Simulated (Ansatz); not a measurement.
Mo24S47 (cell with a defect)

Mo24S47 (cell with a defect), 71 atoms, a = 11.03 Å, b = 11.03 Å, c = 14.81 Å, α = 90.00°, β = 90.00°, γ = 120.00°.

Computed without spin polarisation.

Theory: DFT PBE, scalar-relativistic, plane waves, PAW (Ansatz 0.2.0).

In a PAW calculation such maps are meaningful between the atoms, not at the nuclei.

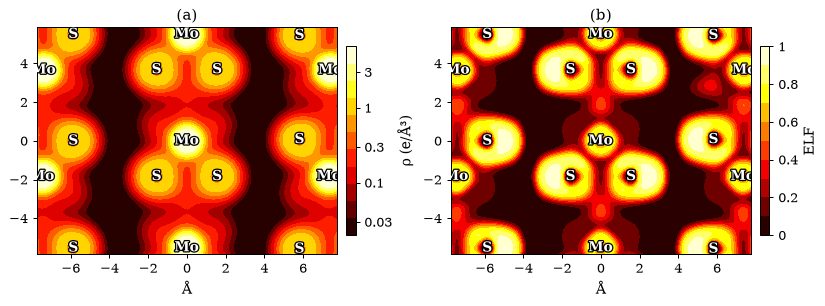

Figure 1. (a) valence electron density; (b) ELF on the (11̄0) plane of the calculation cell.

Question: Describe what can be read from this map.

Answer:
- Atoms in the plane: Mo and S.
- Mo–S (2.40 Å): the density is about 0.62 e/Å³ at the midpoint; the ELF peaks at about 0.85 in the valence shell of S, 0.8 Å from its nucleus, and is about 0.45 at the midpoint.
- Mo–S (2.41 Å): ρ at the midpoint is about 0.6 e/Å³; the ELF peaks at about 0.85 in the valence shell of S, 0.8 Å from its nucleus, and is about 0.45 at the midpoint.
- Between the atoms the lowest density in this plane is 0.003 e/Å³.
- The features right at Mo lie inside the PAW spheres, where the map follows smoothed inner orbitals and isn't to be read closely.

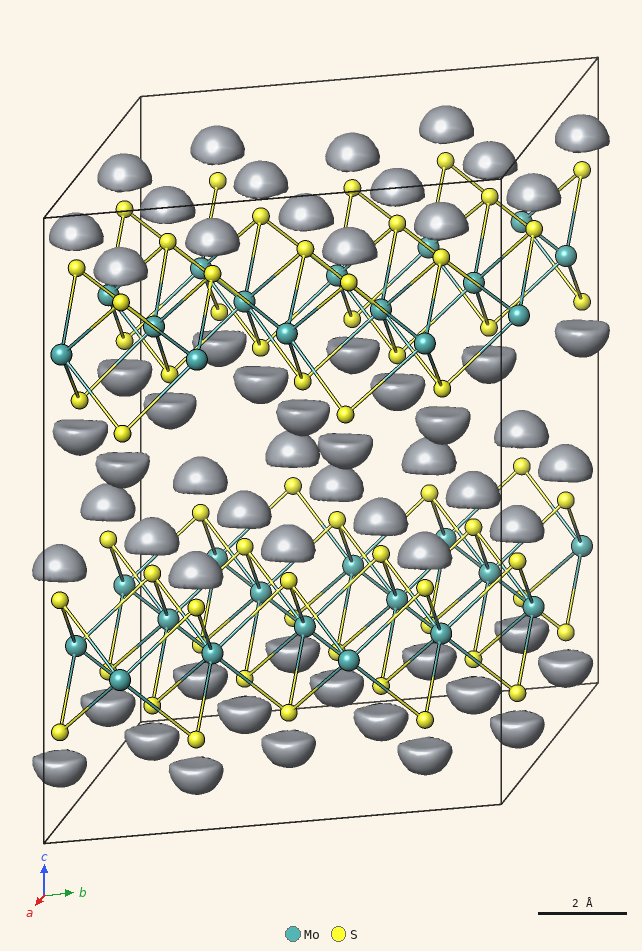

Figure 2. Isosurface of the electron localisation function at 0.9 (grey), seen slightly off an axis. Only the valence region is drawn (cores and ρ < 0.01 e/Å³ removed). Sticks mark near contacts.

Question: Where are the electrons localised?

Answer: The surface consists of 47 lobes on S, pointing away from the bonds (lone pairs), counted in one cell of 71 atoms. Regions shared between cells count once. Profiles from the grid: Mo–S (2.38 Å): the ELF peaks at about 0.85 in the valence shell of S, 0.8 Å from its nucleus, and is about 0.45 at the midpoint. Mo–S (2.43 Å): the ELF peaks at about 0.85 in the valence shell of S, 0.8 Å from its nucleus, and is about 0.45 at the midpoint.

Question: Does the calculation give a band gap?

Answer: It is gapped, with a Kohn–Sham gap of 0.95 eV on the k-point mesh, an upper bound to the gap of this method.
